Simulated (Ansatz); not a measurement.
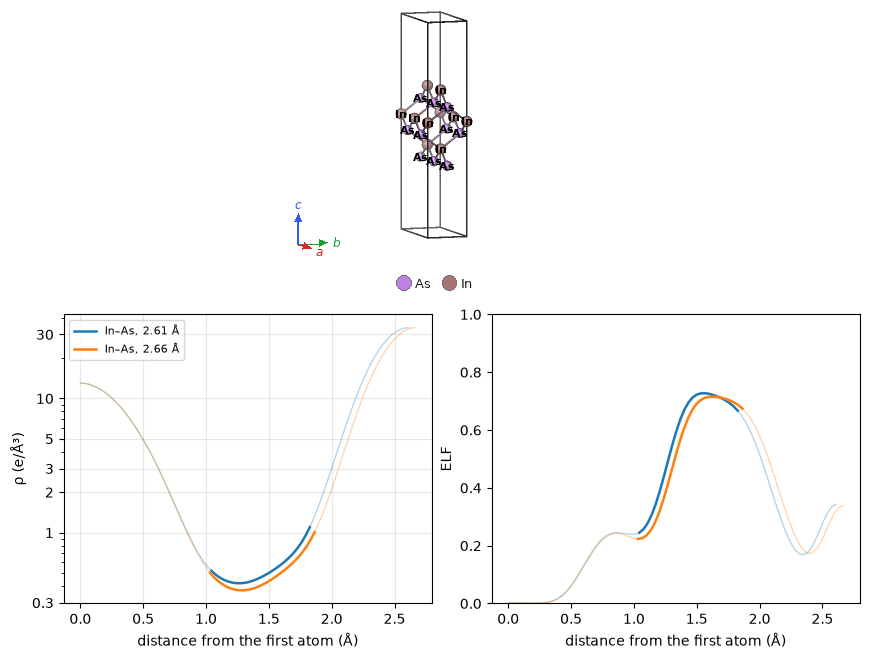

The picture shows: InAs (slab). Valence charge density (pseudo) and ELF along straight lines between neighbouring atoms. Thin, pale parts lie inside the atomic spheres. The structure is drawn too.

The calculation used Ansatz, DFT PBEsol, scalar-relativistic, plane waves, PAW.

The density is the valence pseudo-density of a PAW calculation; it isn't the true density close to the nuclei.

Question: What can be read from the curves?

Answer: In–As (2.61 Å): the density is about 0.42 e/Å³ at the midpoint; the ELF is about 0.55 at the midpoint.
In–As (2.66 Å): the density is about 0.37 e/Å³ at the midpoint; the ELF is about 0.50 at the midpoint.
